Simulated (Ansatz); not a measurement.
# HfO₂: what the fields show

```
Hf O
1.0
     0.00000    0.00000    5.09784
    -5.23395    0.00000    0.00000
     0.00000   -5.30175    0.00000
Hf O
4 8
Direct
  0.00000 0.50000 0.50000
  0.00000 0.00000 0.00000
  0.50000 0.00000 0.50000
  0.50000 0.50000 0.00000
  0.25000 0.75000 0.75000
  0.25000 0.25000 0.25000
  0.75000 0.25000 0.75000
  0.75000 0.75000 0.25000
  0.25000 0.25000 0.75000
  0.25000 0.75000 0.25000
  0.75000 0.75000 0.75000
  0.75000 0.25000 0.25000
```

Space group Fmmm; changed on purpose from its base cell (normal strain along x +0.0267, normal strain along y +0.0400); computed pressure about −14 GPa in this cell; PAW files of the earlier set (soft_1).

Method: DFT PBE, scalar-relativistic, plane waves, PAW in Ansatz.

In a PAW calculation such maps are meaningful between the atoms, not at the nuclei.

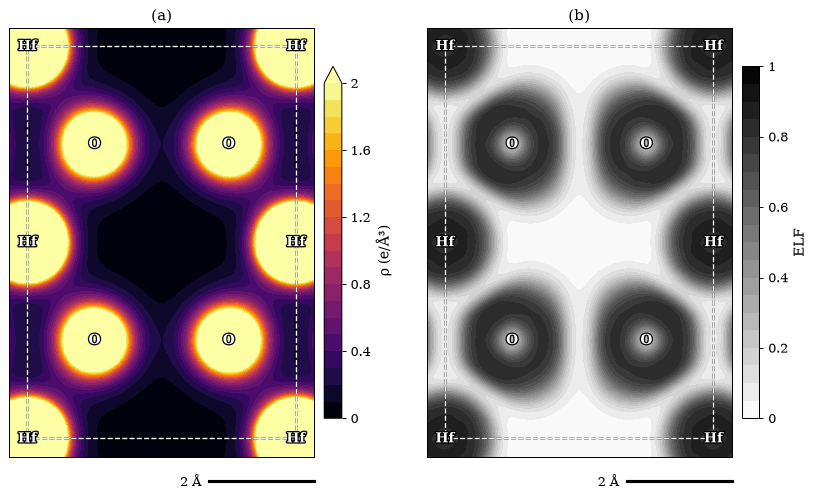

Figure 1. (a) valence charge density (pseudo); (b) ELF on the (011̄) plane of the conventional cell.

Q: What does the map show?

A: Atoms in the plane: Hf and O. Hf–O (2.26 Å): ρ is about 0.48 e/Å³ halfway; the ELF peaks at about 0.85 in the valence shell of O, 0.6 Å from its nucleus, and drops to about 0.15 between the two atoms: no shared electron pair shows on this line. Between the atoms the lowest density in this plane is 0.02 e/Å³. The features right at Hf lie inside the PAW spheres, where the map follows smoothed inner orbitals and isn't to be read closely.

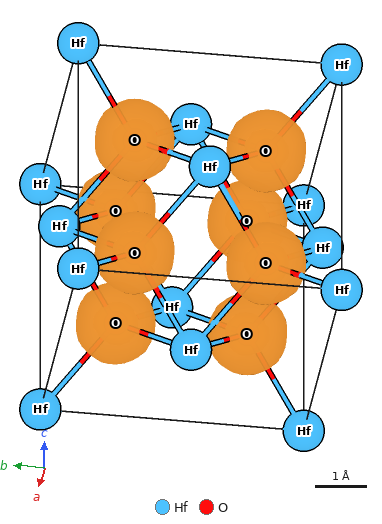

Figure 2. Isosurface of the electron localisation function at 0.75 (orange), seen at an oblique angle. Core shells and regions of very low density are left out. Sticks mark near contacts.

Q: Identify the bonds, lone pairs and shells in this picture.

A: The ELF exceeds this value in eight regions wrapped around O (the valence shell of each), counted in one cell of 12 atoms. Regions shared between cells count once.

Q: Does the calculation give a band gap?

A: It is gapped, with a Kohn–Sham gap of 3.3 eV on the k-point mesh (the band edges may lie off the mesh, which would make the gap smaller).
